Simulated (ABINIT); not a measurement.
# Run report: GaN, dielectric calculation (part 3 of 3)

GaN (F-43m, 2 atoms in the cell); Kohn-Sham DFT of a periodic cell, LDA, PseudoDojo NC SR LDA v0.4.1 standard, no spin polarisation (ABINIT 10.8.3); cutoff 979.61 eV, 6×6×6 k-mesh, fixed occupations. The structure derives from a Materials Project entry.

Geometry of the input (Å; fractional positions):
```
0.0000  2.2535  2.2535
2.2535  0.0000  2.2535
2.2535  2.2535  0.0000
Ga 0.0000  0.0000  0.0000
N  0.2500  0.2500  0.2500
```

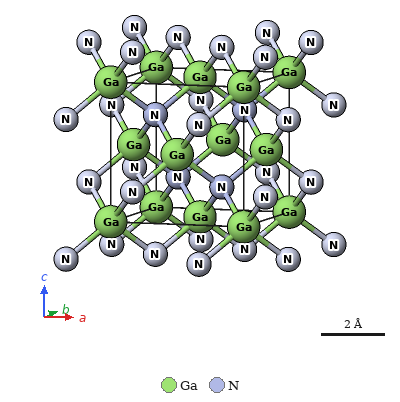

Figure 1. The structure (ball-and-stick view of the cell 4 times as large as that of the calculation, set on its symmetry axes, seen slightly off an axis; neighbours outside the cell are drawn fainter).

File anaddb.abo, continued:
```
  ==== Info on the Cryst% object ====
 Real(R)+Recip(G) space primitive vectors, cartesian coordinates (Bohr,Bohr^-1):
 R(1)=  0.0000000  4.2584990  4.2584990  G(1)= -0.1174123  0.1174123  0.1174123
 R(2)=  4.2584990  0.0000000  4.2584990  G(2)=  0.1174123 -0.1174123  0.1174123
 R(3)=  4.2584990  4.2584990  0.0000000  G(3)=  0.1174123  0.1174123 -0.1174123
 Unit cell volume ucvol=  1.5445417E+02 bohr^3
 Angles (23,13,12)=  6.00000000E+01  6.00000000E+01  6.00000000E+01 degrees
 Time-reversal symmetry is present
 Reduced atomic positions [iatom, xred, symbol]:
    1)    0.0000000  0.0000000  0.0000000  Ga
    2)    0.2500000  0.2500000  0.2500000   N

 DDB file with 3 blocks has been read.

================================================================================

 Dielectric Tensor and Effective Charges

 anaddb : Zero the imaginary part of the Dynamical Matrix at Gamma,
   and impose the ASR on the effective charges

 The violation of the charge neutrality conditions
 by the effective charges is as follows :
    atom        electric field
 displacement     direction
       1               1       -0.002741        0.000000
       1               2       -0.000000        0.000000
       1               3       -0.000000        0.000000
       2               1       -0.000000        0.000000
       2               2       -0.002741        0.000000
       2               3        0.000000        0.000000
       3               1        0.000000        0.000000
       3               2        0.000000        0.000000
       3               3       -0.002741        0.000000

 Effective charge tensors after
 imposition of the charge neutrality (if requested by user),
 and eventual restriction to some part :
   atom    displacement
         1         1    2.662325E+00   -2.159404E-16   -2.173256E-16
         1         2   -2.159404E-16    2.662325E+00    2.145553E-16
         1         3    2.159404E-16    2.159404E-16    2.662325E+00
         2         1   -2.662325E+00    2.159404E-16    2.173256E-16
         2         2    2.159404E-16   -2.662325E+00   -2.145553E-16
         2         3   -2.159404E-16   -2.159404E-16   -2.662325E+00
 Now, the imaginary part of the dynamical matrix is zeroed

================================================================================

 anaddb : the run completed successfully.
```
